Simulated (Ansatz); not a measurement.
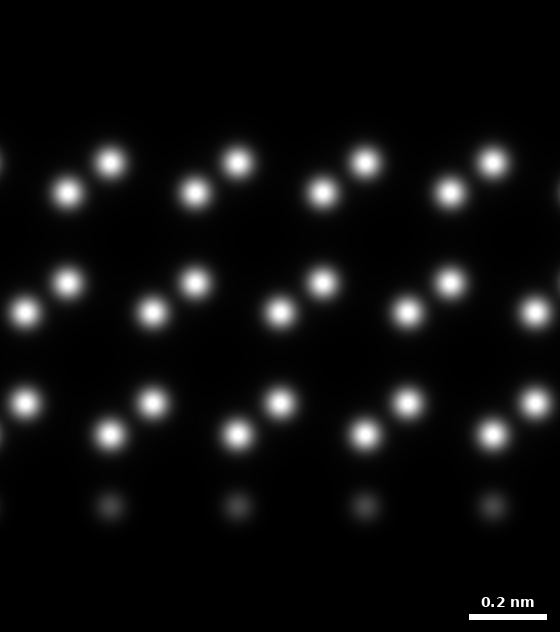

Cross-section of a (111) slab of Si (Fd-3m) with overall composition Si6C, seen along a direction in its plane, the normal pointing up. Simulation: incoherent imaging, intensity Z^1.6 per atom, probe width 0.62 Å, thin sample. The probe carries 15 % of its weight in a tail 2.5 times as wide. Structure used: the end point of a relaxation in a fixed cell under constraints with Ansatz 0.2.0, DFT PBEsol, scalar-relativistic, plane waves, PAW.

Question: How many atomic planes does the slab have, and what do they hold from top to bottom?

Answer: 7 planes (atoms within 0.35 Å in height count as one plane):

| plane | content | depth below the top plane (Å) |
| --- | --- | --- |
| 1 | Si | 0.0 |
| 2 | Si | 0.8 |
| 3 | Si | 3.1 |
| 4 | Si | 3.9 |
| 5 | Si | 6.3 |
| 6 | Si | 7.1 |
| 7 | C | 9.0 |

Question: How thick is it, and how does it end on either side?

Answer: The outermost planes are 9.0 Å apart. The upper face ends in Si and the lower in C, so the sequence of planes is different from the two sides.
